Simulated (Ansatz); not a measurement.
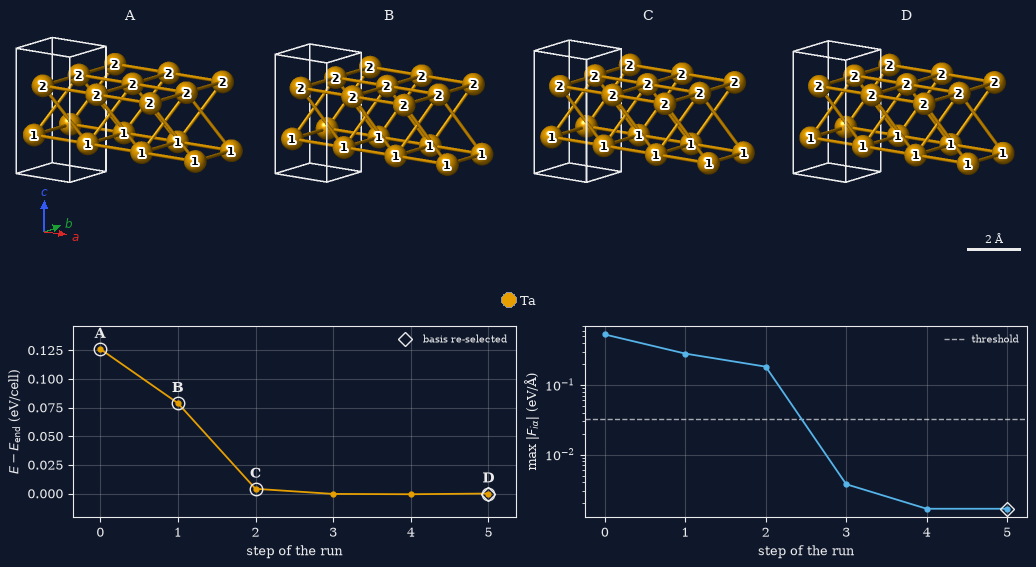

Frames of a relaxation of a crystal of Ta (set up in Cmme) (coarse preliminary run), marked on the history of the run. The picture is a ball-and-stick view of the cell of the calculation, repeated 3 × 2 × 1 with one cell outlined, seen slightly off an axis.

Case: 2 of 2 H taken out, relaxed.

Level of theory: DFT PBE, scalar-relativistic, plane waves, PAW (Ansatz 0.2.0). Settings: plane-wave cutoff 420 eV; k-point mesh 6 × 6 × 4; occupations gaussian; smearing width 0.1 eV; no spin polarisation; cell and atoms relaxed; force threshold 0.0325 eV/Å; at most 70 steps.

Question: What happens along the run?

Answer: The largest moves relative to the cell, 0.068 Å, are those of Ta1 and Ta2. Ta1 goes along −c. The drawn cell changes as follows: a = b 2.938 → 2.883 Å (−1.9 %), c 4.793 → 4.671 Å (−2.5 %), γ 108.6° → 109.1°; the volume changes by −6.4 %. Near-neighbour distances that change, for instance: Ta1–Ta2 3.061 → 2.873 Å, Ta1–Ta2 (another image) 3.482 → 3.312 Å, Ta1–Ta1 3.427 → 3.344 Å, Ta1–Ta1 (another image) 2.938 → 2.883 Å. The space group (tolerance 0.01 Å) goes from Cmme (No. 67) to Fmmm (No. 69). The energy falls by 0.126 eV per cell of the calculation in 4 accepted moves (5 points after the start). The largest force component goes from 0.53 to 0.0017 eV/Å. The pressure goes from −9.90 to 0.00 GPa. The SCF was repeated once at an unchanged geometry on a basis and grid sized afresh for the cell, which shifted the energy by 0.6 meV per cell of the calculation at most. Cost: 5.9 s on 2 threads of Arm Neoverse V1 (shared host), peak memory 0.31 GiB. From step 0 to 1: Ta atoms move most (0.08 Å), volume −11.6 %, energy −47.2 meV per cell of the calculation. From step 1 to 2: Ta atoms move most (0.03 Å), volume +6.6 %, energy −74.8 meV per cell of the calculation. From step 2 to 5: Ta atoms move most (0.02 Å), volume −0.7 %, energy −4.1 meV per cell of the calculation.

```csv
step,"E − E(0), meV/atom","largest force component, eV/Å","pressure, GPa","volume, Å³/atom",note
0,0.00,0.5289,-9.90,19.600,
1,-23.61,0.2811,12.31,17.316,
2,-60.99,0.1825,-1.20,18.461,
3,-63.22,0.0038,-0.03,18.335,
4,-63.35,0.0017,0.03,18.340,
5,-63.05,0.0017,0.00,18.340,"same geometry, new basis"
```
